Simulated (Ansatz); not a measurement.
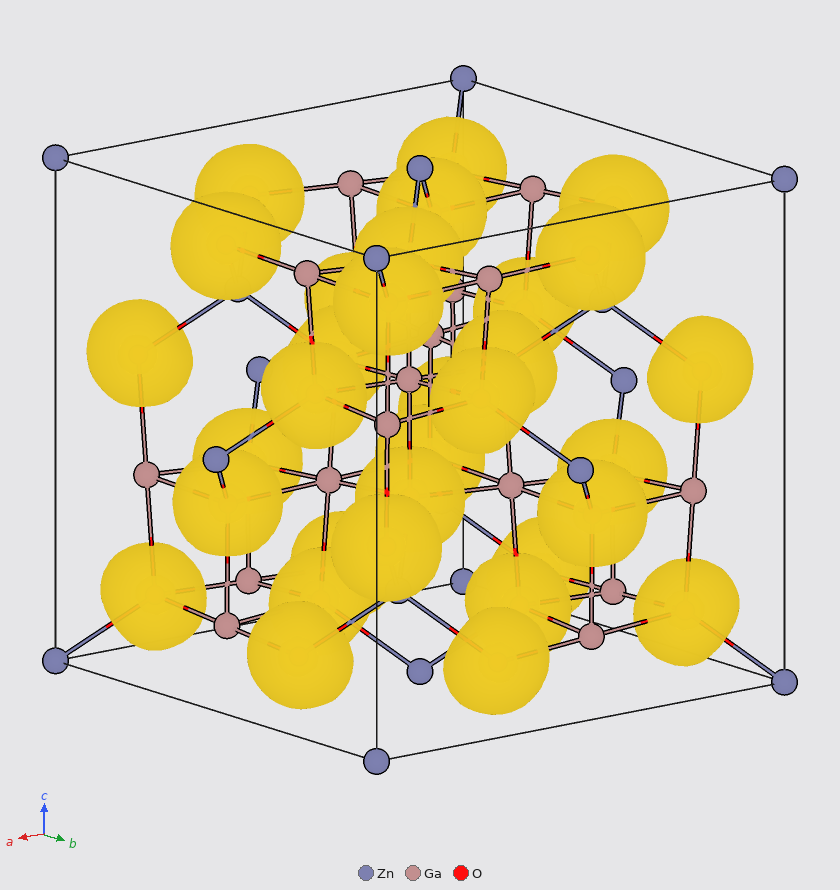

*ZnGa2O4. Isosurface of the electron localisation function at 0.65 (yellow), seen at an oblique angle. Only the valence region is drawn (cores and ρ < 0.01 e/Å³ removed). Sticks mark near contacts.*

Space group Fd-3m; a structure from a database of computed crystals, not necessarily the ambient phase.

Level of theory: DFT PBE, scalar-relativistic, plane waves, PAW in Ansatz.

Core electrons are frozen (PAW), and the valence fields are smoothed inside the atomic spheres.

### Describe the localisation domains.

The surface consists of 32 regions wrapped around O (the valence shell of each), counted in one cell of 56 atoms. Regions shared between cells count once. Profiles from the grid: Zn–O (2.00 Å): the ELF peaks at about 0.85 in the valence shell of O, 0.6 Å from its nucleus, and is about 0.25 at the midpoint; no shared electron pair shows on this line. Ga–O (2.02 Å): the ELF peaks at about 0.85 in the valence shell of O, 0.6 Å from its nucleus, and is about 0.30 at the midpoint.

### Does the calculation make it a metal, or give it a gap?

It is gapped, with a Kohn–Sham gap of 2.3 eV on the k-point mesh (the band edges may lie off the mesh, which would make the gap smaller).
